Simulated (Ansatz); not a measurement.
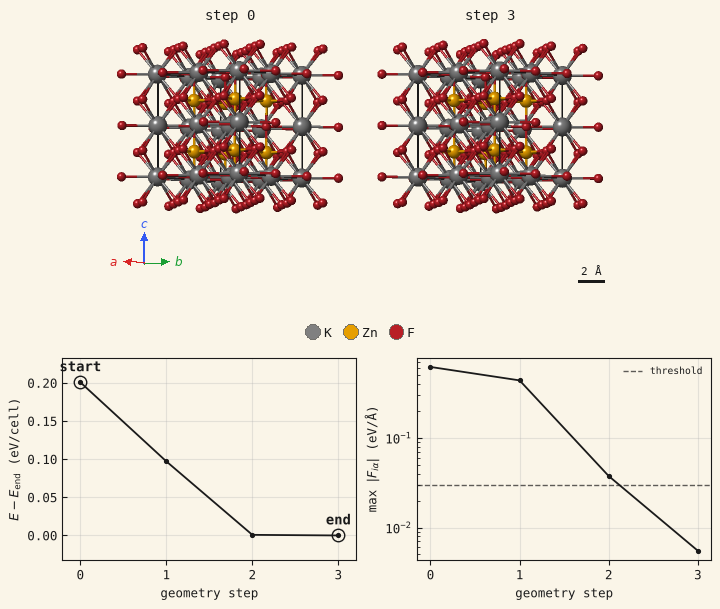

First and last geometry of a relaxation of a defect cell of composition K8Zn8F23, with the history of the run. Style: ball-and-stick. Shown: the cell of the calculation, from a free direction.

Method: Ansatz 0.2.0, DFT, PBEsol, PAW, plane waves. (plane-wave cutoff 420 eV; k-point mesh 1 × 1 × 1; mesh shifted by (0.25, 0.25, 0.25); collinear spin; atoms relaxed in a fixed cell; force threshold 0.03 eV/Å; at most 80 steps)

Question: What do the curves and the structures tell?

Answer: It converged. The energy falls by 0.201 eV per cell of the calculation in 3 geometry steps. Largest force component: 0.62 eV/Å at the start, 0.0055 eV/Å at the end. The largest move is that of a K atom, 0.10 Å along [2 −3 −1]. Largest moves by element: K 0.10 Å, F 0.08 Å, Zn 0.06 Å. The lattice vectors keep their values. Near-neighbour distances that change, for instance: F–K 2.924 → 2.804 Å, F–K 2.918 → 2.834 Å, F–K 2.808 → 2.890 Å, F–Zn 1.949 → 2.023 Å. Bond angles that change, for instance: K–F–K 88.0° → 92.3°, Zn–F–Zn 176.1° → 179.7°, K–F–K 92.1° → 88.6°.

| step | E − E(0), meV/atom | largest force component, eV/Å |
| --- | --- | --- |
| 0 | 0.00 | 0.6193 |
| 1 | -2.66 | 0.4383 |
| 2 | -5.13 | 0.0375 |
| 3 | -5.15 | 0.0055 |

Limits of the set-up: the periodic images lie only 8.1 Å apart, so the values are limited by the cell's size.
